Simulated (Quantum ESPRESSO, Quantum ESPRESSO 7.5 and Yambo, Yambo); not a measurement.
# Quasiparticle gap of SiC (P6_3mc) in Yambo

Aim: the G0W0 gap of SiC (P6_3mc) on PBE, step by step.

Calculated with Quantum ESPRESSO 7.5 and Yambo 5.3.0; PBE and many-body steps on it, plane waves.

**What was measured.**

- Gap 3.26 eV: band gap of pure 4H-SiC, stated as experimental; bulk crystal (pure 4H-SiC, measurement details not given) (quoted in “IBIL Measurement and Optical Simulation of the DI Center in 4H-SiC”, 2023, pmc:10096426).

- Gap 3.2 eV: experimental band gap quoted from earlier work; bulk crystal (quoted in “Local vibrational modes of Si vacancy spin qubits in SiC”, 2020, arxiv:2002.00067).

- Gap 3.285 eV: band gap at low temperature, quoted from earlier experiments; bulk crystal (quoted in “Excitation properties of the divacancy in 4H-SiC”, 2018, arxiv:1804.01167).

Most raw output is cut from this account.

## 1. The starting structure

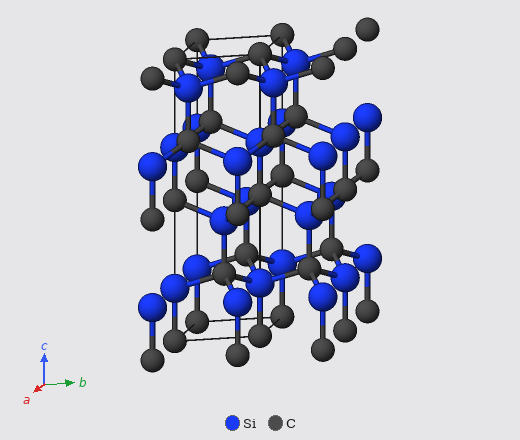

The cell as given, slightly off an axis (silicon blue, carbon dark grey). 2×2×1 cells are drawn. Bonds to atoms that aren't drawn are left out. Some periodic images of atoms are drawn too.

The cell and positions are those that the Materials Project relaxed with its own functionals (PBE, PBE+U or r2SCAN), kept fixed.

## 2. Ground state

This step: Quantum ESPRESSO 7.5; DFT, PBE, plane waves, norm-conserving pseudopotentials.

The ground-state density comes first.

Contents of pw.in:

```
&control
  calculation = 'scf'
  prefix = 'x'
  outdir = 'o'
  pseudo_dir = 'pseudo'
/
&system
  ibrav = 0
  nat = 8
  ntyp = 2
  ecutwfc = 74.0
  nbnd = 24
  force_symmorphic = .true.
/
&electrons
  conv_thr = 1e-10
  electron_maxstep = 80
  mixing_beta = 0.5
/
ATOMIC_SPECIES
  Si 28.085 Si.upf
  C 12.011 C.upf
CELL_PARAMETERS angstrom
  3.0756941497 -0.0000000000 0.0000000000
  -1.5378470748 2.6636292679 0.0000000000
  0.0000000000 0.0000000000 10.0706464800
ATOMIC_POSITIONS crystal
  Si 0.6666666667 0.3333333333 0.9378419800
  Si 0.3333333333 0.6666666667 0.4378419800
  Si 0.0000000000 0.0000000000 0.6878943800
  Si 0.0000000000 0.0000000000 0.1878943800
  C 0.6666666667 0.3333333333 0.7498025900
  C 0.3333333333 0.6666666667 0.2498025900
  C 0.0000000000 0.0000000000 0.5004600500
  C 0.0000000000 0.0000000000 0.0004600500
K_POINTS automatic
  6 6 2 0 0 0
```

Launch:

```bash
$ OMP_NUM_THREADS=1 mpirun -n 4 pw.x -nk 4 -in pw.in > pw.out
```

Elapsed: 21 s, on 4 MPI ranks of Arm Neoverse N1, shared host; peak memory 0.36 GiB; 85 s of CPU time.

This step gave:

- total energy: -1117.8116 eV
- gap: 2.228 eV
- k of the valence top: 0, 0, 0
- k of the conduction bottom: 0, -0.5, 0
- least direct gap: 3.353 eV

The gap is indirect, with the least direct gap 1.13 eV higher.

## 3. Bands along the symmetry lines

Levels along a band path, at the cheap level, show where the edges lie and whether the meshes to come will hold them.

Contents of pw.in:

```
&control
  calculation = 'bands'
  prefix = 'x'
  outdir = 'o'
  pseudo_dir = 'pseudo'
/
&system
  ibrav = 0
  nat = 8
  ntyp = 2
  ecutwfc = 74.0
  nbnd = 22
  force_symmorphic = .true.
/
&electrons
  conv_thr = 1e-9
  electron_maxstep = 80
  diago_full_acc = .true.
  diago_thr_init = 5e-6
/
ATOMIC_SPECIES
  Si 28.085 Si.upf
  C 12.011 C.upf
CELL_PARAMETERS angstrom
  3.0756941497 -0.0000000000 0.0000000000
  -1.5378470748 2.6636292679 0.0000000000
  0.0000000000 0.0000000000 10.0706464800
ATOMIC_POSITIONS crystal
  Si 0.6666666667 0.3333333333 0.9378419800
  Si 0.3333333333 0.6666666667 0.4378419800
  Si 0.0000000000 0.0000000000 0.6878943800
  Si 0.0000000000 0.0000000000 0.1878943800
  C 0.6666666667 0.3333333333 0.7498025900
  C 0.3333333333 0.6666666667 0.2498025900
  C 0.0000000000 0.0000000000 0.5004600500
  C 0.0000000000 0.0000000000 0.0004600500
K_POINTS crystal
  75
  0.00000000 0.00000000 0.00000000 1
  0.06250000 0.00000000 0.00000000 1
  0.12500000 0.00000000 0.00000000 1
  0.18750000 0.00000000 0.00000000 1
  0.25000000 0.00000000 0.00000000 1
  0.31250000 0.00000000 0.00000000 1
  0.37500000 0.00000000 0.00000000 1
  0.43750000 0.00000000 0.00000000 1
  0.50000000 0.00000000 0.00000000 1
  0.47916667 0.04166667 0.00000000 1
  0.45833333 0.08333333 0.00000000 1
  0.43750000 0.12500000 0.00000000 1
  0.41666666 0.16666666 0.00000000 1
  0.39583333 0.20833333 0.00000000 1
  0.37500000 0.25000000 0.00000000 1
  0.35416666 0.29166666 0.00000000 1
  0.33333333 0.33333333 0.00000000 1
  0.29166666 0.29166666 0.00000000 1
  0.25000000 0.25000000 0.00000000 1
  0.20833333 0.20833333 0.00000000 1
  0.16666666 0.16666666 0.00000000 1
  0.12500000 0.12500000 0.00000000 1
  0.08333333 0.08333333 0.00000000 1
  0.04166667 0.04166667 0.00000000 1
  0.00000000 0.00000000 0.00000000 1
  0.00000000 0.00000000 0.06250000 1
  0.00000000 0.00000000 0.12500000 1
  0.00000000 0.00000000 0.18750000 1
  0.00000000 0.00000000 0.25000000 1
  0.00000000 0.00000000 0.31250000 1
  0.00000000 0.00000000 0.37500000 1
  0.00000000 0.00000000 0.43750000 1
  0.00000000 0.00000000 0.50000000 1
  0.06250000 0.00000000 0.50000000 1
  0.12500000 0.00000000 0.50000000 1
  0.18750000 0.00000000 0.50000000 1
  0.25000000 0.00000000 0.50000000 1
  0.31250000 0.00000000 0.50000000 1
  0.37500000 0.00000000 0.50000000 1
  0.43750000 0.00000000 0.50000000 1
  0.50000000 0.00000000 0.50000000 1
  0.47916667 0.04166667 0.50000000 1
  0.45833333 0.08333333 0.50000000 1
  0.43750000 0.12500000 0.50000000 1
  0.41666666 0.16666666 0.50000000 1
  0.39583333 0.20833333 0.50000000 1
  0.37500000 0.25000000 0.50000000 1
  0.35416666 0.29166666 0.50000000 1
  0.33333333 0.33333333 0.50000000 1
  0.29166666 0.29166666 0.50000000 1
  0.25000000 0.25000000 0.50000000 1
  0.20833333 0.20833333 0.50000000 1
  0.16666666 0.16666666 0.50000000 1
  0.12500000 0.12500000 0.50000000 1
  0.08333333 0.08333333 0.50000000 1
  0.04166667 0.04166667 0.50000000 1
  0.00000000 0.00000000 0.50000000 1
  0.50000000 0.00000000 0.50000000 1
  0.50000000 0.00000000 0.43750000 1
  0.50000000 0.00000000 0.37500000 1
  0.50000000 0.00000000 0.31250000 1
  0.50000000 0.00000000 0.25000000 1
  0.50000000 0.00000000 0.18750000 1
  0.50000000 0.00000000 0.12500000 1
  0.50000000 0.00000000 0.06250000 1
  0.50000000 0.00000000 0.00000000 1
  0.33333333 0.33333333 0.50000000 1
  0.33333333 0.33333333 0.43750000 1
  0.33333333 0.33333333 0.37500000 1
  0.33333333 0.33333333 0.31250000 1
  0.33333333 0.33333333 0.25000000 1
  0.33333333 0.33333333 0.18750000 1
  0.33333333 0.33333333 0.12500000 1
  0.33333333 0.33333333 0.06250000 1
  0.33333333 0.33333333 0.00000000 1
```

Run time: 29 s. Hardware: 4 MPI ranks; peak memory 0.3 GiB.

This step gave:

```yaml
gap: 2.228 eV
k_of_the_valence_top: 0, 0, 0
k_of_the_conduction_bottom: 0.5, 0, 0
least_direct_gap: 3.353 eV
```

The gap is 2.228 eV, as in the run before at this level.

Electronic bands along the path, in eV, zero at the top of the highest filled band:

```
    point  band 13  band 14  band 15  band 16  band 17  band 18  band 19  band 20
        Γ    -0.58    -0.05     0.00     0.00     5.11     5.69     6.31     6.34
        M    -2.37    -2.23    -1.58    -1.13     2.23     2.36     4.24     4.76
        K    -4.00    -2.88    -2.88    -1.68     3.98     3.98     5.20     5.60
        Γ    -0.58    -0.05     0.00     0.00     5.11     5.69     6.31     6.34
        A    -0.21    -0.21    -0.21    -0.21     5.32     5.32     6.78     6.78
        L    -2.51    -2.51    -1.56    -1.56     2.64     2.64     4.22     4.22
        H    -2.76    -2.76    -2.46    -2.46     3.25     3.25     6.69     6.69
        A    -0.21    -0.21    -0.21    -0.21     5.32     5.32     6.78     6.78
jump to L    -2.51    -2.51    -1.56    -1.56     2.64     2.64     4.22     4.22
        M    -2.37    -2.23    -1.58    -1.13     2.23     2.36     4.24     4.76
jump to H    -2.76    -2.76    -2.46    -2.46     3.25     3.25     6.69     6.69
        K    -4.00    -2.88    -2.88    -1.68     3.98     3.98     5.20     5.60
```

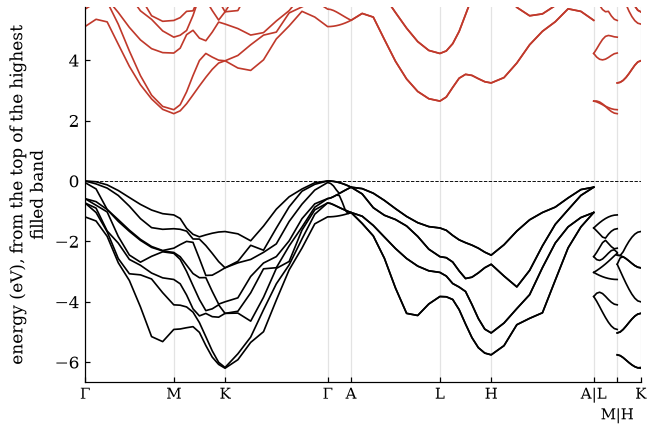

Electronic bands along the path; lines of filled and empty bands in two colours.

## 4. Empty states on the mesh, 3×3×2 mesh, 203 bands

The sums over transitions need many empty states on a uniform mesh; this step solves for them.

Contents of pw.in:

```
&control
  calculation = 'nscf'
  prefix = 'x'
  outdir = 'o'
  pseudo_dir = 'pseudo'
/
&system
  ibrav = 0
  nat = 8
  ntyp = 2
  ecutwfc = 74.0
  nbnd = 203
  force_symmorphic = .true.
/
&electrons
  conv_thr = 1e-9
  electron_maxstep = 80
  diago_full_acc = .true.
  diago_thr_init = 5e-6
/
ATOMIC_SPECIES
  Si 28.085 Si.upf
  C 12.011 C.upf
CELL_PARAMETERS angstrom
  3.0756941497 -0.0000000000 0.0000000000
  -1.5378470748 2.6636292679 0.0000000000
  0.0000000000 0.0000000000 10.0706464800
ATOMIC_POSITIONS crystal
  Si 0.6666666667 0.3333333333 0.9378419800
  Si 0.3333333333 0.6666666667 0.4378419800
  Si 0.0000000000 0.0000000000 0.6878943800
  Si 0.0000000000 0.0000000000 0.1878943800
  C 0.6666666667 0.3333333333 0.7498025900
  C 0.3333333333 0.6666666667 0.2498025900
  C 0.0000000000 0.0000000000 0.5004600500
  C 0.0000000000 0.0000000000 0.0004600500
K_POINTS automatic
  3 3 2 0 0 0
```

The job ended after 38 s (4 MPI ranks; peak memory 0.65 GiB; 2.5 min of CPU time).

This step gave:

| Property | Result |
| --- | --- |
| gap | 3.011 eV |
| k of the valence top | 0, 0, 0 |
| k of the conduction bottom | 0, 0.3333, 0 |
| least direct gap | 3.856 eV |
| k points computed | 6 |
| lowest point of the top converged band, above the valence top | 82.2029 eV |

On this mesh the gap is 3.011 eV. The earlier step found 2.228 eV, so this mesh misses an edge.

## 5. Conversion and set-up

This step: Yambo 5.3.0; conversion and set-up on PBE, plane waves, norm-conserving pseudopotentials.

The states are converted to the many-body program's format and the q mesh is built.

Launch:

```bash
$ (cd o/x.save; p2y > p2y.log; mv SAVE ../..); yambo > setup.log
```

Elapsed: 2.7 s, on 1 MPI rank; peak memory 0.24 GiB.

## 6. Screening and self-energy, 3×3×2 mesh, 203 bands, screening to 129.3 eV

Now the one-shot GW correction: screening in the RPA, then the self-energy of the levels asked for.

This step: G0W0 on PBE, plane waves, norm-conserving pseudopotentials.

Contents of gw1.in:

```
HF_and_locXC
gw0
dyson
ppa
em1d
rim_cut
RandQpts= 1000000
RandGvec= 1 RL
EXXRLvcs= 74 Ry
VXCRLvcs= 296 Ry
Chimod= "HARTREE"
% BndsRnXp
 1 | 203 |
%
NGsBlkXp= 9.5 Ry
% LongDrXp
 1 | 1 | 1 |
%
% GbndRnge
 1 | 203 |
%
DysSolver= "n"
ExtendOut
PPAPntXp= 27.21138 eV
% QPkrange
 1 | 6 | 5 | 23 |
%
```

Launch:

```bash
$ OMP_NUM_THREADS=1 mpirun -n 4 yambo -F gw1.in -J gw1 -C gw1 > gw1.log
```

Elapsed: 12 min, on 4 MPI ranks; peak memory 1.8 GiB.

This step gave:

- G0W0 gap on the mesh: 3.732 eV
- starting gap on the mesh: 3.011 eV
- k of the valence top: 0, 0, 0
- k of the conduction bottom: 0, 0.3333, 0
- least direct G0W0 gap on the computed points: 4.714 eV
- Z at the valence top: 0.7964
- Z at the conduction bottom: 0.8151

The gap on the mesh goes from 3.01 eV to 3.73 eV, a correction of +0.72 eV. The start differs from the 2.23 eV found before because the two sample other k points.

Limits: finite bands, cutoff and mesh; coarse k mesh. v1 is the top filled band, c1 the lowest empty one. The levels before and after the correction (eV, zero at the valence-band top of each column):

```
           conduction bottom  valence top
Kohn-Sham               3.01         0.00
     G0W0               3.73         0.00
```

```
                    level  energy (eV)
Kohn-Sham            Γ v3       -0.053
Kohn-Sham         Γ v2-v1        0.000
Kohn-Sham            Γ c1        5.111
Kohn-Sham            Γ c2        5.691
Kohn-Sham            Γ c3        6.311
Kohn-Sham  (0 0.333 0) v3       -2.022
Kohn-Sham  (0 0.333 0) v2       -1.372
Kohn-Sham  (0 0.333 0) v1       -0.845
Kohn-Sham  (0 0.333 0) c1        3.011
Kohn-Sham  (0 0.333 0) c2        3.247
Kohn-Sham  (0 0.333 0) c3        4.557
     G0W0            Γ v3        0.000
     G0W0         Γ v2-v1       -0.023
     G0W0            Γ c1        6.017
     G0W0            Γ c2        6.585
     G0W0            Γ c3        7.224
     G0W0  (0 0.333 0) v3       -2.304
     G0W0  (0 0.333 0) v2       -1.501
     G0W0  (0 0.333 0) v1       -0.982
     G0W0  (0 0.333 0) c1        3.732
     G0W0  (0 0.333 0) c2        3.975
     G0W0  (0 0.333 0) c3        5.348
```

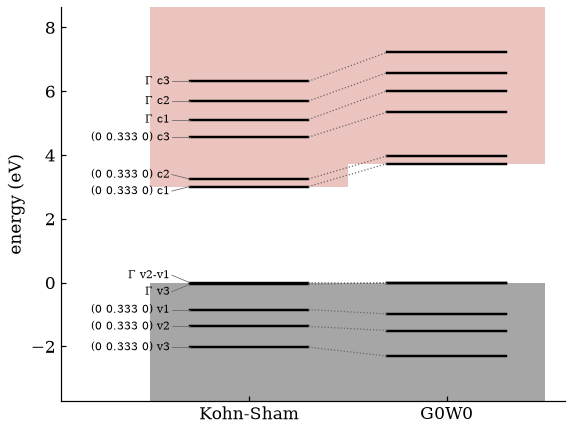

Levels before and after the correction. Shaded: valence and conduction bands.

## 7. Where the time went

Times are wall times on the hardware named with each run, good to a factor of about two.

```
                          step    time  share  memory (GiB)
                  ground state    21 s    3 %          0.36
bands along the symmetry lines    29 s    4 %           0.3
      empty states on the mesh    38 s    5 %          0.65
         conversion and set-up   2.7 s    0 %          0.24
     screening and self-energy  12 min   88 %           1.8
```

## 8. What came out

* PBE gap: 2.23 eV, indirect
* G0W0 gap on the mesh: 3.73 eV
* G0W0 gap over the zone (rigid shift): 2.95 eV
* GW settings: 3×3×2 mesh, 203 bands, screening to 129.3 eV, Godby-Needs plasmon pole
* known limits: not at the basis limit; coarse k mesh

What this shows: G0W0 moves the gap on the mesh from 3.01 eV to 3.73 eV (+0.72 eV), with Z of 0.80 and 0.82 at the edges. The mesh misses the band edges by 0.78 eV in all; a rigid shift gives 2.95 eV for the zone. The dearest step here is «screening and self-energy». Against experiment, by G0W0@PBE: the gap of 2.95 eV lies −0.31 eV from the measured 3.26 eV (kind not stated, quoted 2023); the gap of 2.95 eV lies −0.25 eV from the measured 3.2 eV (kind not stated, quoted 2020); the gap of 2.95 eV lies −0.34 eV from the measured 3.285 eV (kind not stated, quoted 2018). The calculation has static nuclei and no excitons; a measured gap holds zero-point and thermal motion, which mostly lowers it. Bands and cutoff are finite, so the gap is not at the basis limit. The miss can reach some tenths of an eV and take either sign; the mesh is an error of its own. A denser mesh or path gives a starting gap of 2.23 eV: the GW mesh misses a band edge, so its gaps are not the fundamental one. The 3×3×2 mesh is coarse for this cell, which bears on the long-range parts of exchange and screening.

[Paths, hosts, dates, memory and timing lines, banners, echoed tables and standing remarks are left out of the program output.]

[Logs are printed without paths, hosts, clocks, repeated set-up lines and the standing remarks that a program may print on its own settings, such as how far it seeks lower states.]

[Runs of the session that timed out or met a known fault of the program may be left out.]

[Hosts, paths, dates, database ids (printed as entryN), source tags and the programs' standing remarks are cut or masked in the printed files.]
